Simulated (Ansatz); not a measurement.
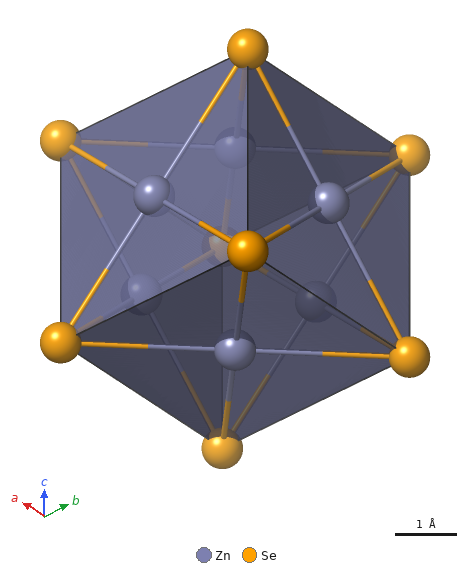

Solid Zn3Se (a generated structure, set up in P4/mmm), before the relaxation. The picture is a polyhedral view of the cell of the calculation, seen from a free direction.

Computed with DFT PBE, scalar-relativistic, plane waves, PAW (Ansatz 0.2.0).

Input
```yaml
crystal:
  lattice:
    - [4.09444351, 0.0, 0.0]
    - [0.0, 4.09444351, 0.0]
    - [0.0, 0.0, 4.05235823]
  atoms:
    - { symbol: Zn, position: [0.0, 0.5, 0.5] }
    - { symbol: Zn, position: [0.5, 0.0, 0.5] }
    - { symbol: Zn, position: [0.5, 0.5, 0.0] }
    - { symbol: Se, position: [0.0, 0.0, 0.0] }
basis:
  ecutwfc: 420
kpoints:
  mp_grid: { grid: [12, 12, 12] }
hamiltonian:
  xc: pbe
scf:
  occupations: { method: gaussian, width: 0.1 }
output:
  forces: true
  stress: true
  eigenvalues: true
relax:
  adjacent_minimum: "off"
  f_tol: 0.01
  max_steps: 80
  cell: { stress_tol: 0.05 }
```

Run as
```bash
ansatz run input.yaml --threads 1 --pin off --max-ram 2560MiB --backend cpu --events-out ev --progress --plain --runs-dir out
```

### Predict the outcome.

No atom moves by more than 0.005 Å relative to the cell. The volume changes by +5.1 %, with a = b 4.094 → 4.388 Å (+7.2 %), c 4.052 → 3.709 Å (−8.5 %). Some distances before and after: Zn3–Se4 2.895 → 3.103 Å, Zn1–Se4 2.880 → 2.873 Å. Bond angles that change, for instance: Se4–Zn1–Se4 90.6° → 99.6°, Se4–Zn1–Se4 89.4° → 80.4°. The space group stays P4/mmm (No. 123). The energy falls by 50.6 meV per cell of the calculation in 12 accepted moves (13 points after the start). All forces vanish by symmetry, so only the cell relaxes. Pressure: 3.09 GPa at the start and 0.02 GPa at the end. The SCF was repeated once at an unchanged geometry on a basis and grid sized afresh for the cell, which shifted the energy by 2.6 meV per cell of the calculation at most. Cost: 6.1 min on 1 thread of Arm Neoverse V2, on a shared host, peak memory 0.59 GiB.

Step by step:

| step | E − E(0), meV/atom | pressure, GPa | volume, Å³/atom | note |
| --- | --- | --- | --- | --- |
| 0 | 0.00 | 3.09 | 16.984 |  |
| 1 | -6.68 | -0.58 | 17.981 |  |
| 2 | -7.11 | -0.06 | 17.816 |  |
| 3 | -7.15 | 0.02 | 17.794 |  |
| 4 | -7.24 | 0.00 | 17.799 |  |
| 5 | -7.38 | 0.25 | 17.727 |  |
| 6 | -7.61 | 0.43 | 17.679 |  |
| 7 | -8.54 | 0.80 | 17.587 |  |
| 8 | -9.41 | 1.79 | 17.346 |  |
| 9 | -10.77 | 0.96 | 17.567 |  |
| 10 | -11.84 | -0.07 | 17.873 |  |
| 11 | -11.95 | -0.03 | 17.863 |  |
| 12 | -11.98 | 0.00 | 17.853 |  |
| 13 | -12.64 | 0.02 | 17.853 | same geometry, new basis |

Final geometry:

```
Zn Se
1.0
     4.38812    0.00000    0.00000
     0.00000    4.38812    0.00000
     0.00000    0.00000    3.70862
Zn Se
3 1
Direct
  0.00000 0.50000 0.50000
  0.50000 0.00000 0.50000
  0.50000 0.50000 0.00000
  0.00000 0.00000 0.00000
```

The end point in the same view:

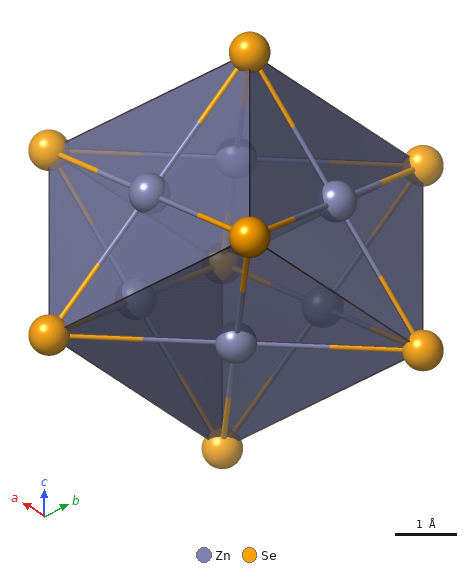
